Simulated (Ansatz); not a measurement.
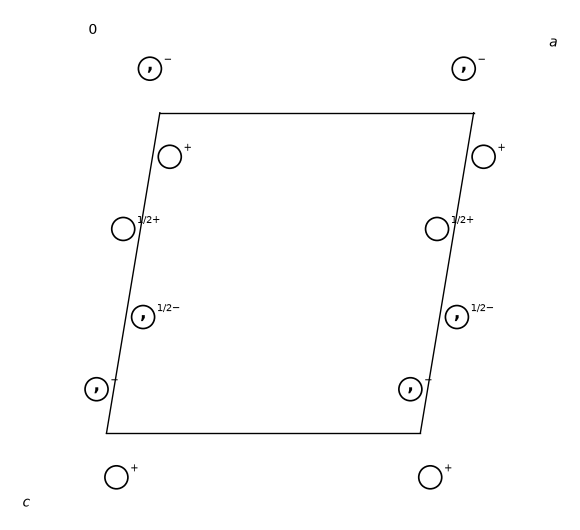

General positions of a space group, projected down b, computed from the operations of a computed or model structure of composition HfO2.

A circle is a general position, a comma marks the mirror image, + and − with a fraction give the height (along the projection axis: ½+ is ½ plus the coordinate, − is its negative), and a split circle stands for two positions above each other.

Q: Give the Hermann–Mauguin symbol and number.

A: No. 14, P2₁/c; primitive monoclinic, point group 2/m, 4 general positions a cell.

Q: Write the general positions (in any order).

A: x, y, z; −x, −y, −z; −x, y+1/2, −z+1/2; x, −y+1/2, z+1/2
